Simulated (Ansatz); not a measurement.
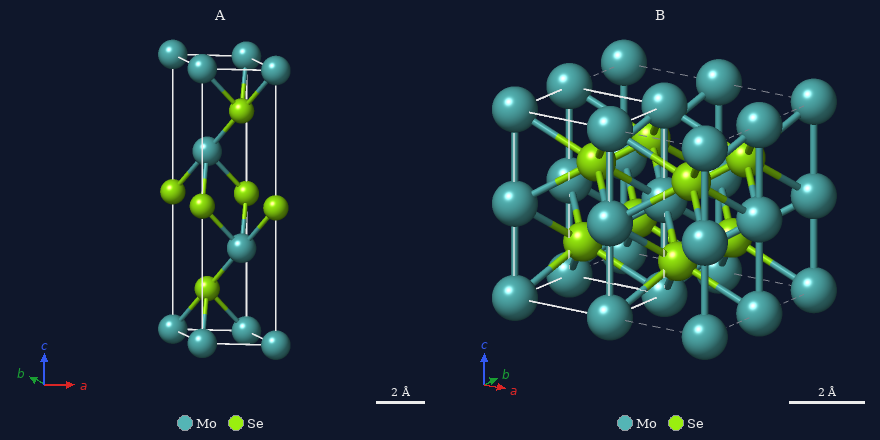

Two structures of MoSe, each relaxed to rest (conventional cells in solid outline, small ones repeated, not to one scale). Method: DFT PBE, scalar-relativistic, plane waves, PAW in Ansatz 0.2.0, without spin polarisation.

> Name structures A and B.

A: 6 atoms a cell on a rhombohedral (trigonal R) lattice, R-3m. B: nickel arsenide (NiAs) type, P6_3/mmc.

> Which has the lower energy, and by how much?

B is lower, by 65 meV/atom at this level of theory (energies at zero smearing). Volumes: A 16.3, B 18.3 Å³/atom.

One or both may be structure types tried for this composition rather than known phases.
